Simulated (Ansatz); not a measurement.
**WS$_{2}$: single-point calculation**

The run: single-point calculation of WS$_{2}$ (R3m, 48 atoms in the cell). Method and program: DFT PBE, scalar-relativistic, plane waves, PAW, no spin polarisation (Ansatz 0.2.0).

The structure derives from a Materials Project entry. It belongs to a series of runs on one base structure; here: the perfect crystal in a cell of 48 atoms.

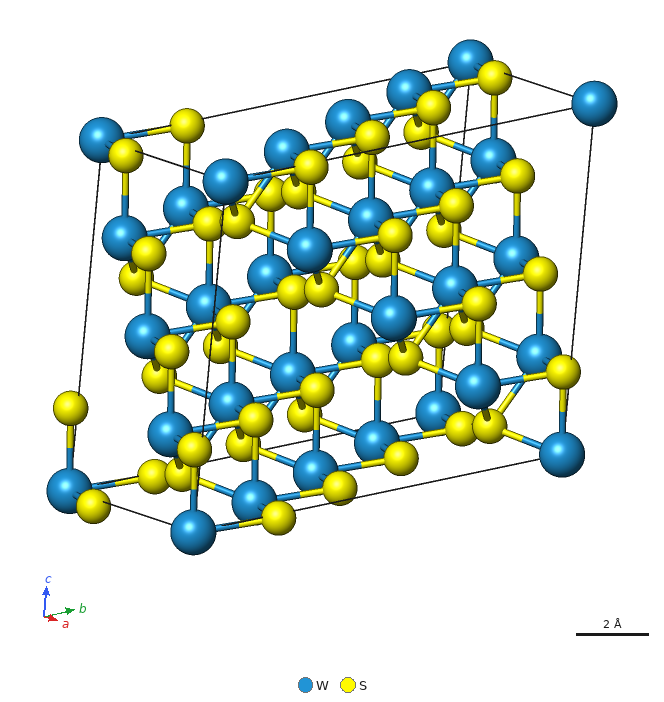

Fig. 1: The structure (ball-and-stick view of the cell of the calculation, seen slightly off an axis). An atom can appear more than once, as a periodic image.

Results in brief:

```tsv
quantity	value
outcome	converged
space group (tolerance 0.01 Å)	R3m (160)
electrons treated	416
free energy	−195064.1126 eV
Fermi energy	8.938 eV
gap on the k-point mesh	2.56 eV
pressure	−0.38 GPa
largest force (length of the vector)	0.076 eV/Å
hardware	4 threads of Intel Xeon (Granite Rapids), 32 GiB of memory available, shared host
wall time	5.3 s (CPU time 18 s)
peak memory	1.2 GiB
```

Remarks:

The k-point mesh is coarse (a preliminary or cheap run), so energies and forces are approximate. So coarse a mesh can miss the band edges, so the true gap of this method can be much smaller, or zero. Spin–orbit coupling is left out, which matters for W.

Input:
```yaml
crystal:
  lattice:
    - [0.0, 7.3617871071, -7.4744493696]
    - [6.375494652, -3.6808935536, -7.4744493696]
    - [-6.375494652, -3.6808935536, -7.4744493696]
  atoms:
    - { symbol: W, position: [0.9993225509, 0.2493225509, 0.7493225509] }
    - { symbol: W, position: [0.2493225509, 0.9993225509, 0.7493225509] }
    - { symbol: W, position: [0.4993225509, 0.7493225509, 0.7493225509] }
    - { symbol: W, position: [0.9993225509, 0.4993225509, 0.4993225509] }
    - { symbol: W, position: [0.7493225509, 0.4993225509, 0.7493225509] }
    - { symbol: W, position: [0.2493225509, 0.2493225509, 0.4993225509] }
    - { symbol: W, position: [0.4993225509, 0.9993225509, 0.4993225509] }
    - { symbol: W, position: [0.9993225509, 0.7493225509, 0.2493225509] }
    - { symbol: W, position: [0.7493225509, 0.7493225509, 0.4993225509] }
    - { symbol: W, position: [0.2493225509, 0.4993225509, 0.2493225509] }
    - { symbol: W, position: [0.4993225509, 0.2493225509, 0.2493225509] }
    - { symbol: W, position: [0.9993225509, 0.9993225509, 0.9993225509] }
    - { symbol: W, position: [0.7493225509, 0.9993225509, 0.2493225509] }
    - { symbol: W, position: [0.2493225509, 0.7493225509, 0.9993225509] }
    - { symbol: W, position: [0.4993225509, 0.4993225509, 0.9993225509] }
    - { symbol: W, position: [0.7493225509, 0.2493225509, 0.9993225509] }
    - { symbol: S, position: [0.5959257297, 0.8459257297, 0.3459257297] }
    - { symbol: S, position: [0.8459257297, 0.5959257297, 0.3459257297] }
    - { symbol: S, position: [0.0959257297, 0.3459257297, 0.3459257297] }
    - { symbol: S, position: [0.5959257297, 0.0959257297, 0.0959257297] }
    - { symbol: S, position: [0.3459257297, 0.0959257297, 0.3459257297] }
    - { symbol: S, position: [0.8459257297, 0.8459257297, 0.0959257297] }
    - { symbol: S, position: [0.0959257297, 0.5959257297, 0.0959257297] }
    - { symbol: S, position: [0.5959257297, 0.3459257297, 0.8459257297] }
    - { symbol: S, position: [0.3459257297, 0.3459257297, 0.0959257297] }
    - { symbol: S, position: [0.8459257297, 0.0959257297, 0.8459257297] }
    - { symbol: S, position: [0.0959257297, 0.8459257297, 0.8459257297] }
    - { symbol: S, position: [0.5959257297, 0.5959257297, 0.5959257297] }
    - { symbol: S, position: [0.3459257297, 0.5959257297, 0.8459257297] }
    - { symbol: S, position: [0.8459257297, 0.3459257297, 0.5959257297] }
    - { symbol: S, position: [0.0959257297, 0.0959257297, 0.5959257297] }
    - { symbol: S, position: [0.3459257297, 0.8459257297, 0.5959257297] }
    - { symbol: S, position: [0.7360517194, 0.9860517194, 0.4860517194] }
    - { symbol: S, position: [0.9860517194, 0.7360517194, 0.4860517194] }
    - { symbol: S, position: [0.2360517194, 0.4860517194, 0.4860517194] }
    - { symbol: S, position: [0.7360517194, 0.2360517194, 0.2360517194] }
    - { symbol: S, position: [0.4860517194, 0.2360517194, 0.4860517194] }
    - { symbol: S, position: [0.9860517194, 0.9860517194, 0.2360517194] }
    - { symbol: S, position: [0.2360517194, 0.7360517194, 0.2360517194] }
    - { symbol: S, position: [0.7360517194, 0.4860517194, 0.9860517194] }
    - { symbol: S, position: [0.4860517194, 0.4860517194, 0.2360517194] }
    - { symbol: S, position: [0.9860517194, 0.2360517194, 0.9860517194] }
    - { symbol: S, position: [0.2360517194, 0.9860517194, 0.9860517194] }
    - { symbol: S, position: [0.7360517194, 0.7360517194, 0.7360517194] }
    - { symbol: S, position: [0.4860517194, 0.7360517194, 0.9860517194] }
    - { symbol: S, position: [0.9860517194, 0.4860517194, 0.7360517194] }
    - { symbol: S, position: [0.2360517194, 0.2360517194, 0.7360517194] }
    - { symbol: S, position: [0.4860517194, 0.9860517194, 0.7360517194] }
basis:
  ecutwfc: 420
  xc_grid: 2
kpoints:
  mp_grid: { grid: [1, 1, 1], shift: [0.0, 0.0, 0.0] }
hamiltonian:
  xc: pbe
scf:
  occupations: { method: gaussian, width: 0.01 }
output:
  forces: true
  stress: true
  eigenvalues: true
```

Launch command:
```bash
ansatz run input.yaml --threads 4 --pin off --max-ram 10240MiB --backend cpu --events-out ev --progress --plain --runs-dir out
```

Log:
```
Engine: ansatz 0.2.0, x86_64-unknown-linux-gnu
Pseudopotentials: kind: paw
Pseudopotential: W, paw, valence charge 14, recommended cutoff 420 eV (normal), W.paw.azcp
Pseudopotential: S, paw, valence charge 6, recommended cutoff 420 eV (normal), S.paw.azcp
Functional definition: PBE
  parameter kappa = 0.804
  parameter beta = 0.06672455060314922
  exchange = pbe_x(kappa = kappa, mu = beta*pi^2/3)
  correlation = pbe_c(beta = beta)
Crystal: 48 atoms, lattice volume = 1052.441 Å³
Basis set: ecut = 420 eV, 20557 PW (Γ), exchange–correlation on 144×144×144 points (8 copies of the dense FFT grid, shifted against one another)
Bands: 256, of which v1, the nominal top of the filled ones, is band 208 counted from 1 (207 counted from 0)
Symmetry: 96 space group operations
Space group: R3m (ITA 160), of the structure as read, at distance tolerance 1.0e-4 Å
k-points: 1
Non-local potential: W, projectors of the file, l = 0: 3, l = 1: 2, l = 2: 2, l = 3: 1
Non-local potential: S, projectors of the file, l = 0: 2, l = 1: 2, l = 2: 2
PAW form: soft (Blöchl's): semilocal exchange-correlation on the pseudo side does not see the compensation charge
PAW one-centre angular grid: W, 590 points (default); XC on 64 Gauss nodes
PAW one-centre angular grid: S, 110 points (default); XC on 64 Gauss nodes
Initial density: superposition of atomic densities (neutral atoms: chi_scale 0, normalization atom), corrected by the library's trained network
Initial wavefunctions: pseudopotential atomic-orbital guess
Functional: x = pbe(κ = 0.804, μ = 0.2195149727645171), c = pbe(β = 0.06672455060314922)
SCF iter   1: F=—  HF=-195064.093736 eV  |F-HF|=—  |Δ(HF+E_count)|=         —  Δρ=5.53e-3  dr2=4.86e-1  ethr=1.77e-3  ⟨swp⟩=8.0  Hψ=1088  notcnv=0  defer=8
preconditioner: auto → Resta (q_TF=auto, 2.337 Å⁻¹)  ε∞=6.5  [insulator: Δε(μ)=2.529 eV  Ē_g=8.260 eV  σ=0.010 eV  W_gap=1.00  n_scr=214 (ndim 8)  ℏωp=19.4 eV  f_vac=0.192  D(μ)=0.00/eV (n_scr^D=0)  ε∞_Penn≈6.5]
SCF iter   2: F=—  HF=-195064.075373 eV  |F-HF|=—  |Δ(HF+E_count)|=   1.84e-2  Δρ=2.77e-3  dr2=4.22e-2  ethr=1.17e-4  ⟨swp⟩=2.0  Hψ=400  notcnv=0  defer=30
SCF iter   3: F=—  HF=-195064.097893 eV  |F-HF|=—  |Δ(HF+E_count)|=   2.25e-2  Δρ=1.39e-3  dr2=1.31e-2  ethr=1.02e-5  ⟨swp⟩=2.0  Hψ=365  notcnv=0  defer=15
automatic band count: iteration 3 solves 241 bands in place of 256: the levels show a gap, and the empty bands left out lie too high to hold charge; the band table lists the bands solved (type scf.n_extra_bands for more)
SCF iter   4: F=—  HF=-195064.107910 eV  |F-HF|=—  |Δ(HF+E_count)|=   1.00e-2  Δρ=1.57e-4  dr2=4.36e-4  ethr=3.14e-6  ⟨swp⟩=2.0  Hψ=356  notcnv=0  defer=15
SCF iter   5: F=—  HF=-195064.107968 eV  |F-HF|=—  |Δ(HF+E_count)|=   5.84e-5  Δρ=4.99e-5  dr2=8.89e-5  ethr=1.05e-7  ⟨swp⟩=2.0  Hψ=370  notcnv=0  defer=15
SCF iter   6: F=—  HF=-195064.112605 eV  |F-HF|=—  |Δ(HF+E_count)|=   4.64e-3  Δρ=2.24e-5  dr2=1.33e-5  ethr=2.14e-8  ⟨swp⟩=2.0  Hψ=338  notcnv=0  defer=15
SCF iter   7: F=—  HF=-195064.112610 eV  |F-HF|=—  |Δ(HF+E_count)|=   5.68e-6  Δρ=7.90e-6  dr2=1.38e-6  ethr=3.20e-9  ⟨swp⟩=2.0  Hψ=363  notcnv=0  defer=15
SCF iter   8: F=-195064.112611 eV  HF=-195064.112611 eV  |F-HF|=2.05e-7  |Δ(HF+E_count)|=   4.76e-7  Δρ=2.25e-6  dr2=6.56e-8  ethr=2.40e-11  ⟨swp⟩=10.0  Hψ=1105  notcnv=0
SCF 1 converged in 8 iterations: F = -195064.112611 eV  dr2 = 6.56e-8
  greatest PAW one-centre occupation: 1.000 electrons in one spin orbital (limit 2), on the W atom at site 15 (counted from 0), in its partial waves of l = 0
```

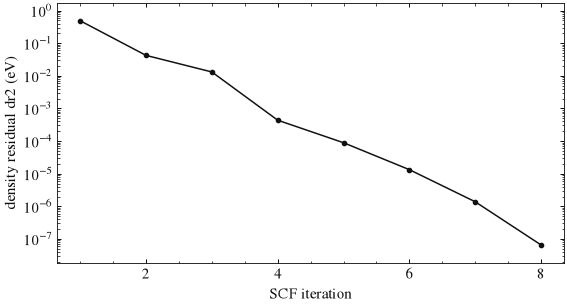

Fig. 2: Convergence of the self-consistent field: density residual dr2 against the SCF iteration. The residual falls at every step.

```
SCF converged after 8 iterations
Free energy (F): -195064.112611 eV
Harris-Foulkes:  -195064.112611 eV  (|F-HF|=2.05e-7)
Internal energy: -195064.112611 eV  (E = F + TS)
E sigma→0 (E₀):  -195064.112611 eV
Fermi energy:    8.938414 eV
--- Per-component energies (eV) ---
  E_band       = -4298.021122
  E_kinetic    = 10636.468703
  E_local      = -43868.267282  (includes V_loc(G=0)·N_el)
  E_nonlocal   = 916.370259
  E_hartree    = 18402.904072
  E_xc         = -7385.519956
  E_vxc        = -6628.232301  (∫ρ·V_xc dr)
  E_paw        = -156208.740214  (= ΣΔE_a)
  E_vpaw       = -2160.172487  (= ΣTr[D̂ρ^β])
  E_aug_tail   = -0.000948  (compensation charges beyond the density's cutoff)
  E_ewald      = -17557.327247
  E_smearing   = -0.000000  (= −TS)
  E_closure    = 0.000000  (closes the sum)
  Σ components = -195064.112611   (vs F -195064.112611, Δ=0.00e0)
--- Forces (eV/Å), atoms counted from 1 ---
  atom   1  W     -0.00000000    -0.00000000    -0.01304403
  atom   2  W     -0.00000000    -0.00000000    -0.01304403
  atom   3  W     -0.00000000    -0.00000000    -0.01304403
  atom   4  W     -0.00000000    -0.00000000    -0.01304403
  atom   5  W     -0.00000000    -0.00000000    -0.01304403
  atom   6  W     -0.00000000    -0.00000000    -0.01304403
  atom   7  W     -0.00000000    -0.00000000    -0.01304403
  atom   8  W     -0.00000000    -0.00000000    -0.01304403
  atom   9  W     -0.00000000    -0.00000000    -0.01304403
  atom  10  W     -0.00000000    -0.00000000    -0.01304403
  atom  11  W     -0.00000000    -0.00000000    -0.01304403
  atom  12  W     -0.00000000    -0.00000000    -0.01304403
  atom  13  W     -0.00000000    -0.00000000    -0.01304403
  atom  14  W     -0.00000000    -0.00000000    -0.01304403
  atom  15  W     -0.00000000    -0.00000000    -0.01304403
  atom  16  W     -0.00000000    -0.00000000    -0.01304403
  atom  17  S     -0.00000000    -0.00000000    -0.06256308
  atom  18  S     -0.00000000    -0.00000000    -0.06256308
  atom  19  S     -0.00000000    -0.00000000    -0.06256308
  atom  20  S     -0.00000000    -0.00000000    -0.06256308
  atom  21  S     -0.00000000    -0.00000000    -0.06256308
  atom  22  S     -0.00000000    -0.00000000    -0.06256308
  atom  23  S     -0.00000000    -0.00000000    -0.06256308
  atom  24  S     -0.00000000    -0.00000000    -0.06256308
  atom  25  S     -0.00000000    -0.00000000    -0.06256308
  atom  26  S     -0.00000000    -0.00000000    -0.06256308
  atom  27  S     -0.00000000    -0.00000000    -0.06256308
  atom  28  S     -0.00000000    -0.00000000    -0.06256308
  atom  29  S     -0.00000000    -0.00000000    -0.06256308
  atom  30  S     -0.00000000    -0.00000000    -0.06256308
  atom  31  S     -0.00000000    -0.00000000    -0.06256308
  atom  32  S     -0.00000000    -0.00000000    -0.06256308
  atom  33  S      0.00000000     0.00000000     0.07562027
  atom  34  S      0.00000000     0.00000000     0.07562027
  atom  35  S      0.00000000     0.00000000     0.07562027
  atom  36  S      0.00000000     0.00000000     0.07562027
  atom  37  S      0.00000000     0.00000000     0.07562027
  atom  38  S      0.00000000     0.00000000     0.07562027
  atom  39  S      0.00000000     0.00000000     0.07562027
  atom  40  S      0.00000000     0.00000000     0.07562027
  atom  41  S      0.00000000     0.00000000     0.07562027
  atom  42  S      0.00000000     0.00000000     0.07562027
  atom  43  S      0.00000000     0.00000000     0.07562027
  atom  44  S      0.00000000     0.00000000     0.07562027
  atom  45  S      0.00000000     0.00000000     0.07562027
  atom  46  S      0.00000000     0.00000000     0.07562027
  atom  47  S      0.00000000     0.00000000     0.07562027
  atom  48  S      0.00000000     0.00000000     0.07562027
  max |Σ_I F_I| component: 2.11e-4 eV/Å
--- Stress (GPa, compression-positive) ---
       -0.217686      -0.000000      -0.000000
       -0.000000      -0.217686      -0.000000
       -0.000000      -0.000000      -0.701342
  P = ⅓ Tr σ = -0.3789 GPa (-3.789 kbar)
--- Band table (eV) ---
  k-point 0: bands = ["-66.0686", "-66.0604", "-66.0604", "-66.0604", "-66.0604", "-66.0604", "-66.0604", "-66.0523", "-66.0523", "-66.0523", "-66.0523", "-66.0523", "-66.0523", "-66.0523", "-66.0523", "-66.0523", "-30.5154", "-30.5154", "-30.5154", "-30.4556", "-30.4556", "-30.4556", "-30.4556", "-30.4556", "-30.4556", "-30.3550", "-30.3550", "-30.3550", "-30.3550", "-30.3550", "-30.3550", "-30.3448", "-30.3290", "-30.3290", "-30.3290", "-30.3290", "-30.3290", "-30.3290", "-30.3148", "-30.3148",
      "-30.3148", "-30.3148", "-30.3148", "-30.3148", "-30.2846", "-30.2846", "-30.2846", "-30.2846", "-30.2846", "-30.2846", "-30.2845", "-30.2845", "-30.2845", "-30.2671", "-30.2671", "-30.2671", "-30.2287", "-30.2287", "-30.2287", "-30.2287", "-30.2287", "-30.2287", "-30.1900", "-30.1900", "-6.8459", "-5.9216", "-5.9216", "-5.9216", "-5.9216", "-5.9216", "-5.9216", "-5.2037", "-4.8906", "-4.8906", "-4.8906", "-4.8906", "-4.8906", "-4.8906", "-4.7783", "-4.7783",
      "-4.7783", "-4.7783", "-4.7783", "-4.7783", "-4.7412", "-4.7412", "-4.7412", "-4.4840", "-4.4840", "-4.4840", "-4.4526", "-4.4526", "-4.4526", "-4.4526", "-4.4526", "-4.4526", "1.4486", "1.4486", "1.4486", "1.5044", "2.2118", "2.2118", "2.2118", "2.2118", "2.2118", "2.2118", "2.4719", "2.4719", "2.4719", "2.4719", "2.4719", "2.4719", "2.6682", "2.6682", "2.6682", "2.6682", "2.6682", "2.6682", "2.7681", "2.7681",
      "2.7681", "3.4199", "3.4199", "3.4199", "3.4199", "3.4199", "3.4199", "3.5178", "3.5178", "3.5178", "3.7401", "3.7401", "3.7401", "3.7401", "3.7401", "3.7401", "4.0321", "4.0321", "4.0321", "4.0321", "4.0321", "4.0321", "4.4028", "4.4028", "4.4028", "4.4028", "4.4028", "4.4028", "4.4977", "4.4977", "4.4977", "4.5957", "4.5957", "4.5957", "4.5957", "4.5957", "4.5957", "5.0543", "5.0543", "5.2159",
      "5.2159", "5.2159", "5.2159", "5.2159", "5.2159", "5.7177", "5.7177", "5.7177", "5.8853", "5.8853", "5.8853", "5.8853", "5.8853", "5.8853", "5.9909", "5.9909", "5.9909", "5.9909", "5.9909", "5.9909", "6.0622", "6.1888", "6.1888", "6.1888", "6.1888", "6.1888", "6.1888", "6.2709", "6.2709", "6.6079", "6.6079", "6.6079", "6.9930", "6.9930", "6.9930", "7.0529", "7.0529", "7.0529", "7.0529", "7.0529",
      "7.0529", "7.3036", "7.3036", "7.3036", "7.3036", "7.3036", "7.3036", "7.6585", "10.2184", "10.2184", "10.2184", "10.2184", "10.2184", "10.2184", "10.2887", "10.2887", "10.2887", "10.2887", "10.2887", "10.2887", "10.4304", "10.4304", "10.4304", "10.4304", "10.4304", "10.4304", "10.7279", "10.7279", "10.7279", "10.7571", "10.7571", "10.9128", "10.9128", "11.0095", "11.0095", "11.0095", "11.0095", "11.0095", "11.0095", "11.1360",
      "11.1360"]
```
